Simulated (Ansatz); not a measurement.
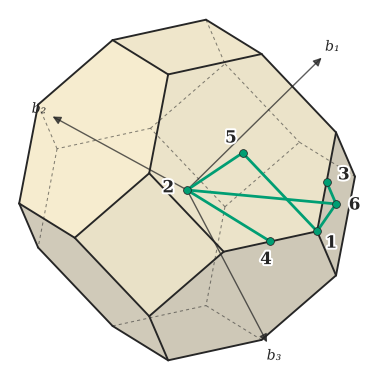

The first Brillouin zone of a face-centred cubic lattice (cF; extended symbol cF2) is drawn with its special points numbered. Crystal: Ni, the geometry relaxed with DFT, PBEsol, plane waves (420 eV) with PAW, scalar-relativistic in Ansatz; the starting structure was generated, so it need not be a known form of this composition. Geometry calculated from the standardised cell; symmetry tolerance 0.002 Å.

a = 5.003 Å, b = 5.003 Å, c = 5.003 Å, α = 90.00°, β = 90.00°, γ = 90.00°.

Labels and path follow the convention of Hinuma et al. (2017), as computed by seekpath; the arrows show the directions of the reciprocal primitive vectors b₁, b₂, b₃, in which coordinates are given.

Question: Give the label and coordinates of each numbered point.

Answer:
```tsv
no.	label	coordinates
1	W	(1/2, 1/4, 3/4)
2	Γ	(0, 0, 0)
3	U	(5/8, 1/4, 5/8)
4	K	(3/8, 3/8, 3/4)
5	L	(1/2, 1/2, 1/2)
6	X	(1/2, 0, 1/2)
```
